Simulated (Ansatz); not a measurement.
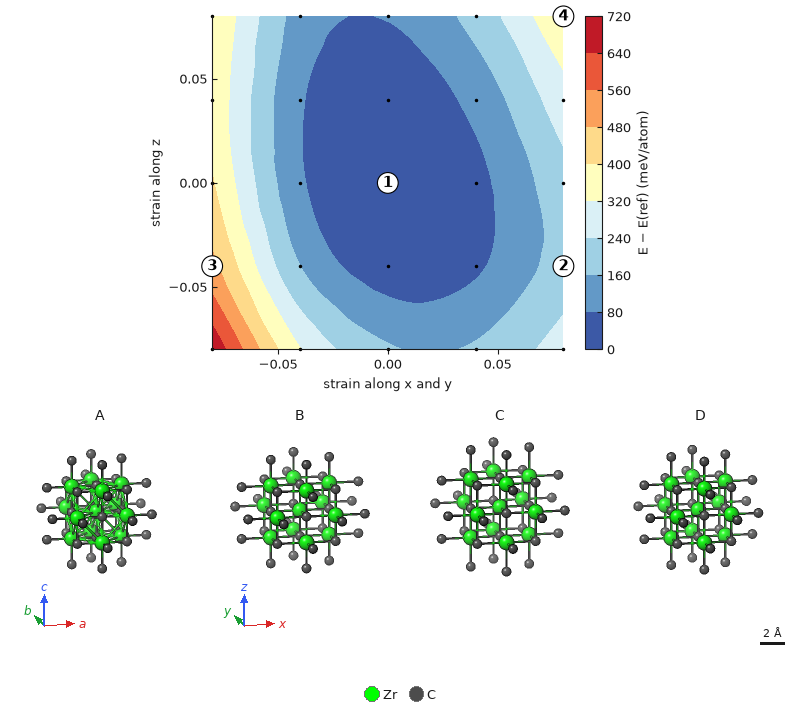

A crystal of ZrC (Fm-3m): the cell is strained equally along x and y and separately along z, with the atoms kept at their fractional coordinates. x, y and z are the Cartesian axes of the input. The map is interpolated between the computed points (dots). The frames are shuffled; each belongs to one numbered point. A ball-and-stick model of the conventional cell (4 times the calculation's cell), seen slightly off an axis. Lengths and directions refer to the drawn axes.

Level of theory: Ansatz 0.2.0, DFT PBE, scalar-relativistic, plane waves, PAW. (plane-wave cutoff 420 eV; k-point mesh 18 × 18 × 18; occupations gaussian; smearing width 0.15 eV; no spin polarisation). Energies (free energies at the smearing named) are counted from the cell as listed in its source, which wasn't relaxed.

Which frame belongs to which numbered point?

Point 1 is frame D, at (0.000, 0.000) and 0 meV/atom; 2 is frame B, at (0.080, −0.040) and 199 meV/atom; 3 is frame A, at (−0.080, −0.040) and 504 meV/atom; 4 is frame C, at (0.080, 0.080) and 393 meV/atom. In pairs of (strain along x and y; strain along z): the lowest computed point lies at (0.000, 0.000) (0 meV/atom), the highest at (−0.080, −0.080) (701 meV/atom). The valley is tilted: raising the in-plane strain is made harder by raising the strain along z (cross term 0.27 of the geometric mean of the two curvatures). Over the ranges scanned the energy rises more along the first axis, the in-plane strain. The pressure runs from −31.5 GPa at (0.080, 0.080) to 94.4 GPa at (−0.080, −0.080).
